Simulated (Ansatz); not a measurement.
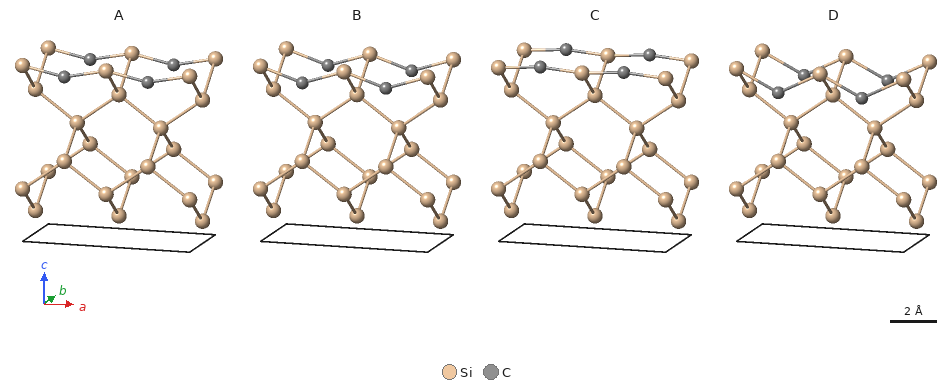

4 geometries from one constrained relaxation of a slab of composition Si₆C (cut from the Fd-3m phase), in shuffled order. Style: ball-and-stick. Shown: the 2 × 1 repeat of the cell, outlined in the plane, without the vacuum, slightly off an axis.

Case: C put at a bridge Si-Si site. The slab is the (1 0 0) face of Si with C on it. 3 atoms are held fixed.

Level of theory: DFT PBEsol, scalar-relativistic, plane waves, PAW (Ansatz). Settings: plane-wave cutoff 420 eV; k-point mesh 8 × 8 × 1; occupations gaussian; smearing width 0.05 eV; collinear spin; dipole correction; atoms relaxed in a fixed cell; force threshold 0.03 eV/Å; at most 70 steps.

Order the frames from highest to lowest energy.

D, B, A, C. They are steps 0, 4, 6, 10, at +0.784 eV per cell of the calculation, +0.502 eV per cell of the calculation, +0.293 eV per cell of the calculation relative to the last. After 10 geometry steps the energy has fallen by 0.784 eV per cell of the calculation. Largest force component: 0.57 eV/Å at the start, 0.0035 eV/Å at the end. The atom that moves furthest is the C atom (1.16 Å along the normal (+c)). By element the largest moves are C 1.16 Å, Si 0.05 Å. The lattice vectors keep their values. Some distances before and after: C–Si 2.587 → 3.476 Å, C–Si 2.147 → 1.927 Å, Si–Si 2.337 → 2.372 Å, Si–Si 2.348 → 2.343 Å. Bond angles that change, for instance: C–Si–C 126.9° → 171.1°, Si–C–Si 126.9° → 171.1°, Si–Si–C 75.2° → 92.6°. The program noted that the starting moments weren't kept. The run may lie on a higher electronic state than the lowest, so the end point isn't shown to be the ground-state structure.

Limits of the set-up: the periodic images lie only 3.8 Å apart, so the values are limited by the cell's size.
